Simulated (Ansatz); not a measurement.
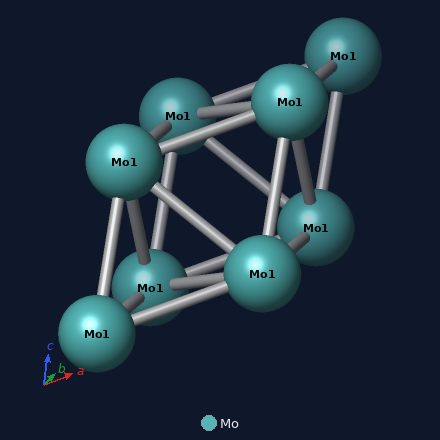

The system is Mo (Fm-3m, No. 225; 1 atom in the cell); the picture shows the reference structure. 
- The cell is strained homogeneously, by one strain along x and y and another along z, with fractional coordinates fixed (x, y and z along the cube axes).
- First axis: strain along x and y. Second axis: strain along z.
- Grid: 5 × 5 points.
- Points are written as (first, second).
- Energies: meV/atom, counted from the unstrained cell.
- The reference cell is the one listed in the database, not relaxed at this level.
- Theory: DFT LDA, scalar-relativistic, plane waves, PAW in Ansatz. Settings: cutoff 420 eV, k-mesh 20×20×20, gaussian smearing 0.15 eV, no spin polarisation.

Its coordinates:

```
CELL_PARAMETERS angstrom
0.00000 2.01500 2.01500
2.01500 0.00000 2.01500
2.01500 2.01500 0.00000
ATOMIC_POSITIONS crystal
Mo 0.00000 0.00000 0.00000
```

Range: strain along x and y from −3.0 to 3.0 %; strain along z from −3.0 to 3.0 %.

What will the energy surface look like?

Answer. The lowest grid point is at (−3.0 %, 0.0 %), −65 meV/atom from the unstrained cell. It lies at the edge of the scanned range, so the true minimum may lie outside. The highest grid point, (3.0 %, 3.0 %), lies 294 meV/atom above the lowest.

```
strain along z ↓, strain along x and y →  −3.0  −1.5  0.0  1.5  3.0
                                     3.0   −60   −12   54  135  229
                                     1.5   −64   −29   26   96  179
                                     0.0   −65   −42    0   58  130
                                    −1.5   −62   −53  −24   21   80
                                    −3.0   −55   −61  −47  −16   32
```

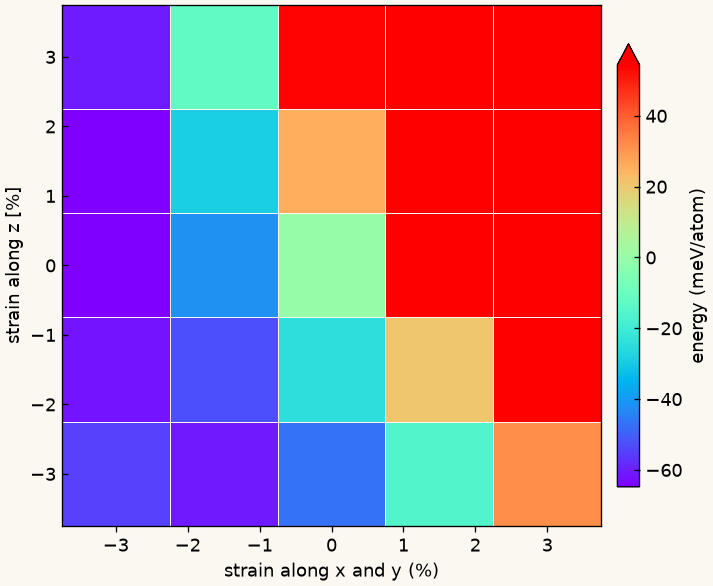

Drawn: one coloured cell a grid point, one colour for all values above the top of the scale.
